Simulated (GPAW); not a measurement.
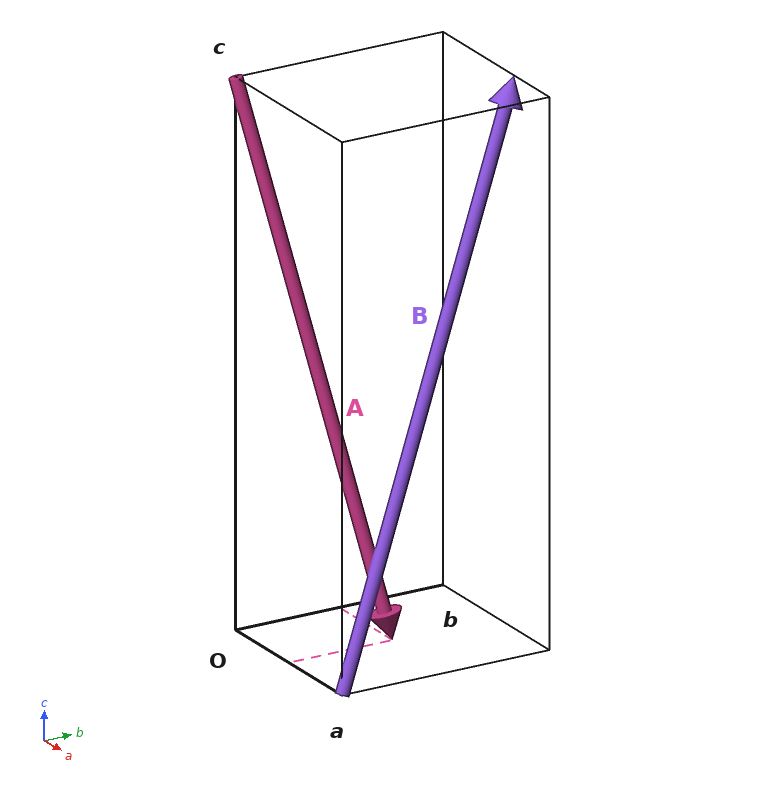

Each arrow starts at a corner of the unit cell and ends on its surface; where a tip isn't a corner, dashed lines run from it parallel to the axes. Crystal: TiSi2, a cell listed in the Materials Project, as set up for an electronic-structure calculation. Geometry calculated from the standardised cell; symmetry tolerance 0.002 Å.

a = 2.946 Å, b = 3.424 Å, c = 8.424 Å, α = 90.00°, β = 90.00°, γ = 90.00°.

**Give [uvw] of each arrow.**

Arrow A runs from (0, 0, 1) to (1/2, 1/2, 0), so [1 1 −2]; Arrow B runs from (1, 0, 0) to (2/3, 1, 1), so [−1 3 3].

**How long is the vector ua + vb + wc in each case, and what angles do the directions make?**

A 17.443 Å; B 27.439 Å. A–B: 146.5°.
